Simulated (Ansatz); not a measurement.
**GaSb: a changed input and its effect**

System: GaSb (I-4m2, 2 atoms in the cell).
Method of run 1: DFT PBEsol, scalar-relativistic, plane waves, PAW, no spin polarisation (Ansatz 0.2.0).

The structure derives from an entry of the Crystallography Open Database. Text and figures count atoms from 1; the logs count them from 0 in places.

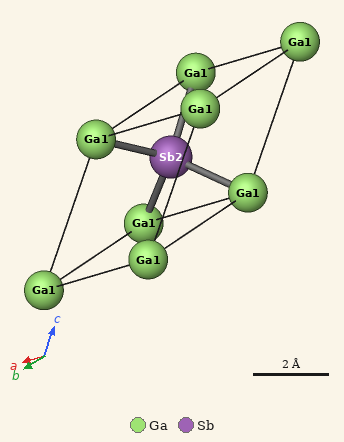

**Figure 1.** The input geometry (ball-and-stick view of the reduced cell, seen at an oblique angle; atoms are numbered from 1 in the order of the input). An atom can appear more than once, as a periodic image. Near neighbours in the periodic cell (some may lie outside the picture): Ga has 4 Sb at 2.66 Å; Sb has 4 Ga at 2.66 Å.

Input file, run 1:
```yaml
crystal:
  lattice:
    - [0.0, 3.104885, 3.059]
    - [3.059, 0.0, 3.059]
    - [3.059, 3.104885, 0.0]
  atoms:
    - { symbol: Ga, position: [0.0, 0.0, 0.0] }
    - { symbol: Sb, position: [0.75, 0.75, 0.75] }
basis:
  ecutwfc: 420
kpoints:
  mp_grid: { grid: [14, 14, 14] }
hamiltonian:
  xc: pbesol
scf:
  occupations: { method: gaussian, width: 0.15 }
output:
  forces: true
  stress: true
  eigenvalues: true
  write_density: true
  write_potential: true
  elf: true
  volumetric_format: npy
```

Launched with:
```bash
ansatz run input.yaml --threads 1 --pin off --max-ram 2560MiB --backend cpu --events-out ev --progress --plain --runs-dir out
```

Hardware: 1 thread of AMD EPYC (Zen 5), 32 GiB of memory available, shared host.

Output, shortened to warnings, some set-up lines, iterations and results (run 1):
```
Basis set: ecut = 420 eV, 1139 PW (Γ), exchange–correlation on 60×60×60 points (8 copies of the dense FFT grid, shifted against one another)
Symmetry: 8 space group operations
k-points: 244 of 2744 (time reversal used)
Initial density: superposition of atomic densities (neutral atoms: chi_scale 0, normalization atom), corrected by the library's trained network
[...]
SCF iter   1: F=—  HF=-10151.533718 eV  |F-HF|=—  |Δ(HF+E_count)|=         —  Δρ=2.76e-3  dr2=5.68e-3  ethr=1.77e-3  ⟨swp⟩=5.1  Hψ=21447  notcnv=0
SCF iter   2: F=—  HF=-10151.530690 eV  |F-HF|=—  |Δ(HF+E_count)|=   3.03e-3  Δρ=1.06e-3  dr2=5.60e-4  ethr=2.03e-5  ⟨swp⟩=2.0  Hψ=8361  notcnv=0
SCF iter   3: F=—  HF=-10151.530883 eV  |F-HF|=—  |Δ(HF+E_count)|=   1.92e-4  Δρ=3.10e-4  dr2=5.39e-5  ethr=2.00e-6  ⟨swp⟩=2.6  Hψ=7453  notcnv=0
SCF iter   4: F=—  HF=-10151.530892 eV  |F-HF|=—  |Δ(HF+E_count)|=   9.81e-6  Δρ=1.83e-4  dr2=1.32e-5  ethr=1.92e-7  ⟨swp⟩=2.0  Hψ=6589  notcnv=0
SCF iter   5: F=—  HF=-10151.530891 eV  |F-HF|=—  |Δ(HF+E_count)|=   1.29e-6  Δρ=3.95e-5  dr2=4.97e-7  ethr=4.73e-8  ⟨swp⟩=2.0  Hψ=6589  notcnv=0
SCF iter   6: F=-10151.530892 eV  HF=-10151.530892 eV  |F-HF|=2.76e-8  |Δ(HF+E_count)|=   4.28e-7  Δρ=7.03e-6  dr2=2.00e-8  ethr=3.57e-10  ⟨swp⟩=10.6  Hψ=33049  notcnv=0
SCF 1 converged in 6 iterations: F = -10151.530892 eV  dr2 = 2.00e-8
SCF converged after 6 iterations
Free energy (F): -10151.530892 eV
Harris-Foulkes:  -10151.530892 eV  (|F-HF|=2.76e-8)
Internal energy: -10151.530654 eV  (E = F + TS)
E sigma→0 (E₀):  -10151.530773 eV
Entropy (-TS):   -0.000237 eV (-0.119 meV/atom)
Fermi energy:    7.491054 eV
--- Per-component energies (eV) ---
  E_band       = -269.061097
  E_kinetic    = 323.152293
  E_local      = -3936.461945  (includes V_loc(G=0)·N_el)
  E_nonlocal   = 790.105353
  E_hartree    = 1807.313188
  E_xc         = -205.593746
  E_vxc        = -154.204765  (∫ρ·V_xc dr)
  E_paw        = -6449.584475  (= ΣΔE_a)
  E_vpaw       = -906.277341  (= ΣTr[D̂ρ^β])
  E_aug_tail   = -0.000117  (compensation charges beyond the density's cutoff)
  E_ewald      = -2481.656038
  E_core_change = 1.194835  (= ΣΔE_core)
  E_smearing   = -0.000237  (= −TS)
  E_closure    = 0.000000  (closes the sum)
  Σ components = -10151.530892   (vs F -10151.530892, Δ=0.00e0)
--- Forces (eV/Å), atoms counted from 1 ---
  atom   1  Ga     0.00000000     0.00000000    -0.00000000
  atom   2  Sb    -0.00000000    -0.00000000     0.00000000
  max |Σ_I F_I| component: 1.39e-17 eV/Å
--- Stress (GPa, compression-positive) ---
       -0.678201       0.000000      -0.000000
        0.000000      -1.346220      -0.000000
       -0.000000      -0.000000      -0.678201
  P = ⅓ Tr σ = -0.9009 GPa (-9.009 kbar)
```

For run 2 the input was changed thus:
```diff
-    - [0.0, 3.104885, 3.059]
+    - [0.0, 3.074295, 3.059]
-    - [3.059, 3.104885, 0.0]
+    - [3.059, 3.074295, 0.0]
```

What does this change do to the results?

With the same functional and potentials, run 2 lies 1.7 meV per atom lower. The pressure goes from −0.90 to −0.42 GPa. The volume per atom goes from 29.05 to 28.77 Å³. The SCF takes 7 iterations against 6.

Output, shortened to warnings, some set-up lines, iterations and results (run 2):
```
Basis set: ecut = 420 eV, 1139 PW (Γ), exchange–correlation on 60×60×60 points (8 copies of the dense FFT grid, shifted against one another)
Symmetry: 8 space group operations
k-points: 244 of 2744 (time reversal used)
Initial density: superposition of atomic densities (neutral atoms: chi_scale 0, normalization atom), corrected by the library's trained network
[...]
SCF iter   1: F=—  HF=-10151.537144 eV  |F-HF|=—  |Δ(HF+E_count)|=         —  Δρ=2.61e-3  dr2=5.34e-3  ethr=1.77e-3  ⟨swp⟩=5.1  Hψ=21379  notcnv=0
SCF iter   2: F=—  HF=-10151.534152 eV  |F-HF|=—  |Δ(HF+E_count)|=   2.99e-3  Δρ=1.16e-3  dr2=6.12e-4  ethr=1.91e-5  ⟨swp⟩=2.0  Hψ=8335  notcnv=0
SCF iter   3: F=—  HF=-10151.534316 eV  |F-HF|=—  |Δ(HF+E_count)|=   1.64e-4  Δρ=3.06e-4  dr2=4.92e-5  ethr=2.19e-6  ⟨swp⟩=2.7  Hψ=7547  notcnv=0
SCF iter   4: F=—  HF=-10151.534317 eV  |F-HF|=—  |Δ(HF+E_count)|=   4.14e-7  Δρ=1.79e-4  dr2=1.23e-5  ethr=1.76e-7  ⟨swp⟩=2.0  Hψ=6589  notcnv=0
SCF iter   5: F=—  HF=-10151.534316 eV  |F-HF|=—  |Δ(HF+E_count)|=   1.14e-6  Δρ=7.65e-5  dr2=2.13e-6  ethr=4.40e-8  ⟨swp⟩=2.1  Hψ=6720  notcnv=0
SCF iter   6: F=—  HF=-10151.534316 eV  |F-HF|=—  |Δ(HF+E_count)|=   4.97e-7  Δρ=1.93e-5  dr2=1.36e-7  ethr=7.61e-9  ⟨swp⟩=2.0  Hψ=6589  notcnv=0
SCF iter   7: F=-10151.534316 eV  HF=-10151.534316 eV  |F-HF|=2.75e-10  |Δ(HF+E_count)|=   5.36e-8  Δρ=1.70e-6  dr2=1.84e-9  ethr=3.57e-10  ⟨swp⟩=9.3  Hψ=28240  notcnv=0
SCF 1 converged in 7 iterations: F = -10151.534316 eV  dr2 = 1.84e-9
SCF converged after 7 iterations
Free energy (F): -10151.534316 eV
Harris-Foulkes:  -10151.534316 eV  (|F-HF|=2.75e-10)
Internal energy: -10151.534104 eV  (E = F + TS)
E sigma→0 (E₀):  -10151.534210 eV
Entropy (-TS):   -0.000212 eV (-0.106 meV/atom)
Fermi energy:    7.616914 eV
--- Per-component energies (eV) ---
  E_band       = -266.084758
  E_kinetic    = 323.407854
  E_local      = -3923.375222  (includes V_loc(G=0)·N_el)
  E_nonlocal   = 790.140648
  E_hartree    = 1802.206835
  E_xc         = -205.729342
  E_vxc        = -154.385503  (∫ρ·V_xc dr)
  E_paw        = -6449.593815  (= ΣΔE_a)
  E_vpaw       = -906.287168  (= ΣTr[D̂ρ^β])
  E_aug_tail   = -0.000114  (compensation charges beyond the density's cutoff)
  E_ewald      = -2489.785783
  E_core_change = 1.194835  (= ΣΔE_core)
  E_smearing   = -0.000212  (= −TS)
  E_closure    = 0.000000  (closes the sum)
  Σ components = -10151.534316   (vs F -10151.534316, Δ=0.00e0)
--- Forces (eV/Å), atoms counted from 1 ---
  atom   1  Ga     0.00000000     0.00000000    -0.00000000
  atom   2  Sb    -0.00000000    -0.00000000    -0.00000000
  max |Σ_I F_I| component: 1.39e-17 eV/Å
--- Stress (GPa, compression-positive) ---
       -0.345832       0.000000      -0.000000
        0.000000      -0.566742      -0.000000
       -0.000000      -0.000000      -0.345832
  P = ⅓ Tr σ = -0.4195 GPa (-4.195 kbar)
```

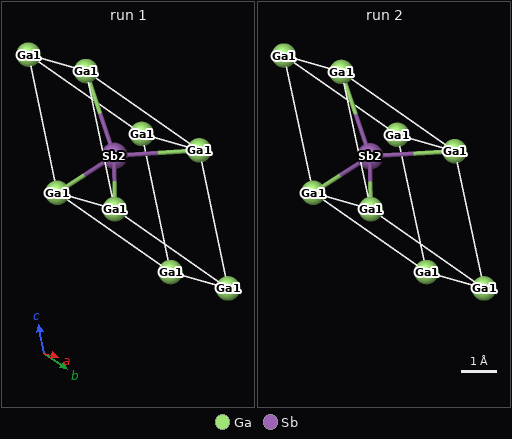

**Figure 2.** The two input geometries at one scale (ball-and-stick view of the reduced cell, seen slightly off an axis). No atom moves by more than 0.005 Å relative to the cell. Cell: a = b stay at 4.326 Å, c 4.359 → 4.337 Å (−0.5 %), α 119.8° → 119.9°, β 119.8° → 119.9°. Volume −1.0 %. Among the contacts that change: Ga1–Sb2 2.662 → 2.654 Å.

The two runs side by side:

```csv
quantity,run 1,run 2
outcome,converged,converged
free energy per atom (eV),−5075.7654,−5075.7672
gap on the mesh (eV),0.00,0.00
pressure (GPa),−0.90,−0.42
volume per atom (Å³),29.05,28.77
largest force (eV/Å),0.000,0.000
SCF iterations,6,7
irreducible k-points,244,244
plane waves at Γ,1139,1139
wall time (shared host),8.4 s,8.3 s
```
